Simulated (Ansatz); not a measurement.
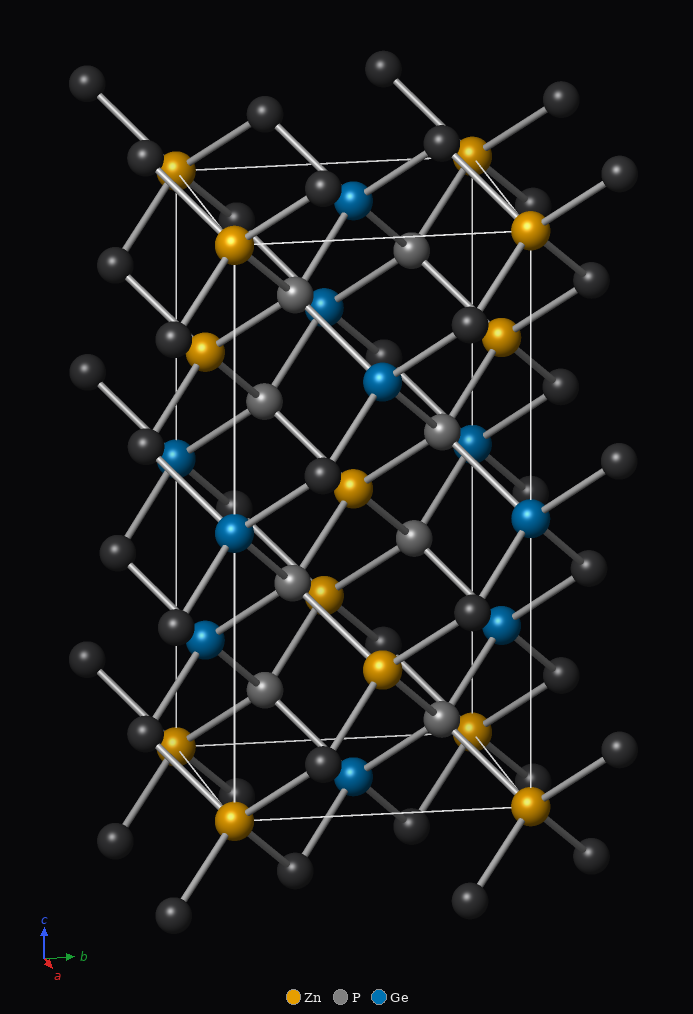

View slightly off an axis, drawn as a ball-and-stick model. The frame is the conventional unit cell; atoms at its boundary are shown with their periodic copies. Every bond is drawn to its end, so some atoms lie outside the box, in fainter colours.

ZnGeP₂, chalcopyrite, space group I-42d (No. 122), a = 5.447 Å, b = 5.447 Å, c = 10.731 Å, α = 90.00°, β = 90.00°, γ = 90.00°. It goes back to a structure type filled with these elements by a generator (whether the compound takes this form wasn't checked). Earlier steps of the study may have refined or changed the cell and positions. It was run through Ansatz as a DFT input.

This one geometry was computed with Ansatz (DFT, plane waves, PAW) at five levels of theory: r2SCAN, PBE, PBE with spin-orbit coupling, PBE0 and HSE06. It was relaxed beforehand with r2SCAN.

Q: Which level gives the highest pressure at this volume, and what does that say about its equilibrium volume?

A: Highest: PBE (2.4 GPa) and PBE with spin-orbit coupling (2.4 GPa), which points to the largest equilibrium volume. Lowest, with the smallest volume: r2SCAN (0.0 GPa). Levels within 0.5 GPa of each other can't be told apart.

Q: How does the band gap change with the level of theory?

A: PBE with spin-orbit coupling: a gap of 1.20 eV, indirect; PBE: a gap of 1.21 eV, indirect; r2SCAN: a gap of 1.43 eV, indirect; HSE06: a gap of 1.89 eV, indirect; PBE0: a gap of 2.54 eV, indirect.

Q: Collect the results in a table.

A:
| level | cutoff (eV) | k-mesh of the run's cell | gap (eV) | pressure (GPa) |
| --- | --- | --- | --- | --- |
| r2SCAN | 500 | 6×6×6 | 1.43 | 0.0 |
| PBE | 420 | 6×6×6 | 1.21 | 2.4 |
| PBE with spin-orbit coupling | 420 | 6×6×6 | 1.20 | 2.4 |
| PBE0 | 420 | 4×4×4 | 2.54 | 0.6 |
| HSE06 | 420 | 4×4×4 | 1.89 | 0.8 |

Gaps are taken on the k-mesh or band path of each run.
